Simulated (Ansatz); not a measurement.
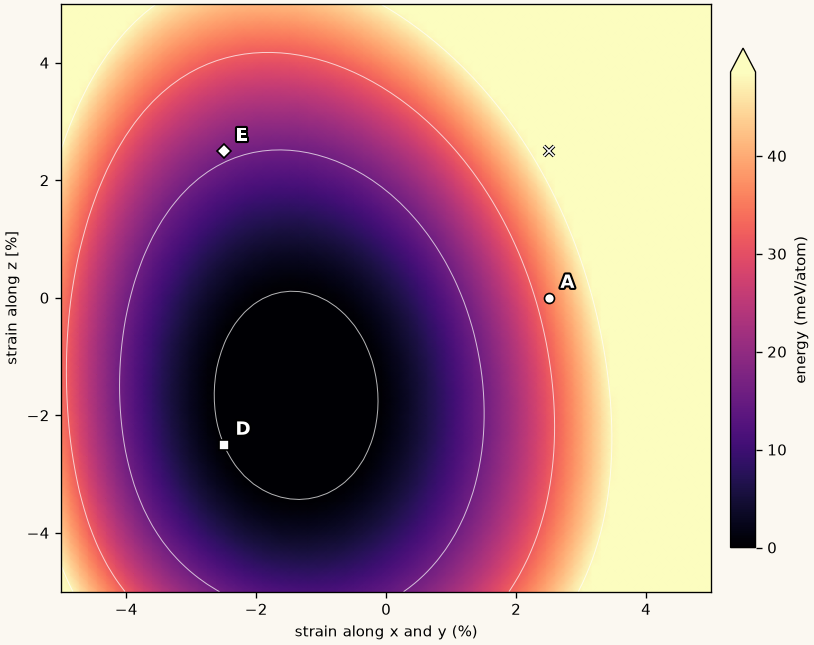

Ge (Cmmm, No. 65; 1 atom in the cell). 
- The cell is strained homogeneously, by one strain along x and y and another along z, with fractional coordinates fixed (x along [1 0 0], z along [0 0 1] of the conventional cell).
- The first coordinate is: strain along x and y; the second: strain along z.
- Grid: 5 × 5 points. At 1 point there is no value.
- All energies are given in meV/atom relative to the lowest grid point.
- The reference cell is the one listed in the database, not relaxed at this level.
- Computed with DFT r2SCAN, scalar-relativistic, plane waves, PAW (Ansatz). Settings: cutoff 500 eV, k-mesh 20×20×18 in the order of the run's cell vectors, gaussian smearing 0.15 eV, no spin polarisation.

Drawn: a smooth colour map with a few white contour lines, crosses at grid points without a value, one colour for all values above the top of the scale, lettered points. Between grid points the surface is interpolated.

Q: Is E the lowest point of the computed grid?

A: No. E lies 18 meV/atom above the lowest grid point, which is at strain along x and y = −2.5 %, strain along z = −2.5 %.

Q: What kind of point is each of A, D: minimum, saddle, maximum or slope?

A: A: on a slope; D: minimum. (In these two coordinates alone; a stationary point may lie a little off the grid point.)

Q: Rank the lettered points by energy, lowest first.

A: D (0 meV/atom), E (18 meV/atom), A (36 meV/atom).
